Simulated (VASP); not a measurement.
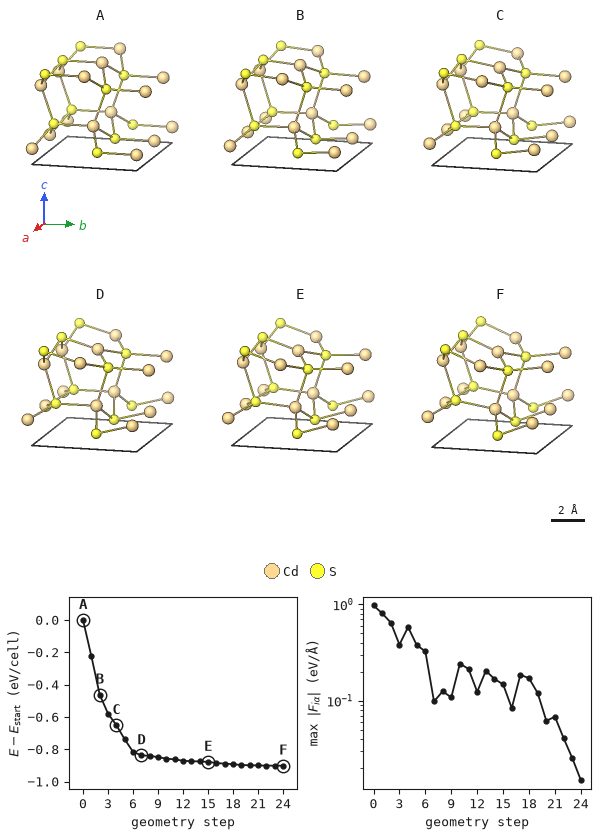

Frames of a relaxation of a slab of composition CdS, marked on the history of the run. The picture is a ball-and-stick view of the 2 × 1 repeat of the cell, outlined in the plane, without the vacuum, seen slightly off an axis.

The run lets the atoms move in a fixed cell.

These are results of Kohn-Sham DFT of a periodic cell, PBEsol, VASP PAW PBE potentials, recommended (VASP), not measurements.

The input:
```
  ALGO = Normal
  DIPOL = 0.5 0.5 0.500
  EDIFF = 1E-6
  EDIFFG = -0.02
  ENCUT = 520
  GGA = PS
  IBRION = 2
  IDIPOL = 3
  ISIF = 2
  ISMEAR = 0
  KPAR = 2
  LASPH = True
  LCHARG = False
  LDIPOL = True
  LREAL = False
  LWAVE = False
  NELM = 80
  NSW = 80
  PREC = Accurate
  SIGMA = 0.03
```

Command:
```bash
cat potpaw_PBE.64/Cd/POTCAR potpaw_PBE.64/S/POTCAR > POTCAR
mpirun -np 2 vasp_std > vasp.out
```

What happens along the run?

Answer. After 24 geometry steps the energy has fallen by 0.901 eV per cell of the calculation. Largest force component: 0.98 eV/Å at the start, 0.015 eV/Å at the end. The largest moves relative to the layer's centre, 0.72 Å, are those of Cd atoms. By element the largest moves are Cd 0.72 Å, S 0.25 Å. The lattice vectors keep their values. Some distances before and after: Cd–S 2.531 → 2.415 Å, Cd–S 2.526 → 2.619 Å, Cd–S 2.531 → 2.581 Å, Cd–S 2.526 → 2.489 Å. Bond angles that change, for instance: S–Cd–S 109.2° → 123.7°, Cd–S–Cd 109.2° → 95.0°, Cd–S–Cd 109.7° → 96.0°. From step 0 to 2: Cd atoms move most (0.21 Å), energy −0.462 eV per cell of the calculation. From step 2 to 4: Cd atoms move most (0.15 Å), energy −0.189 eV per cell of the calculation. From step 4 to 7: Cd atoms move most (0.22 Å), energy −0.186 eV per cell of the calculation. From step 7 to 15: Cd atoms move most (0.13 Å), energy −40.6 meV per cell of the calculation. From step 15 to 24: Cd and S atoms move most (0.12 Å), energy −23.4 meV per cell of the calculation.

```
step  E − E(0), meV/atom  largest force component, eV/Å
   0                0.00                         0.9754
   1              -28.02                         0.8087
   2              -57.70                         0.6477
   3              -72.39                         0.3829
   4              -81.33                         0.5819
   5              -92.28                         0.3784
   6             -101.97                         0.3261
   7             -104.63                         0.0985
   8             -105.04                         0.1254
   9             -106.02                         0.1087
  10             -107.23                         0.2436
  11             -107.74                         0.2139
  12             -108.85                         0.1240
  13             -109.19                         0.2051
  14             -109.35                         0.1686
  15             -109.71                         0.1482
  16             -110.54                         0.0843
  17             -111.12                         0.1866
  18             -111.47                         0.1713
  19             -112.20                         0.1204
  20             -112.29                         0.0621
  21             -112.48                         0.0684
  22             -112.58                         0.0410
  23             -112.62                         0.0255
  24             -112.63                         0.0150
```
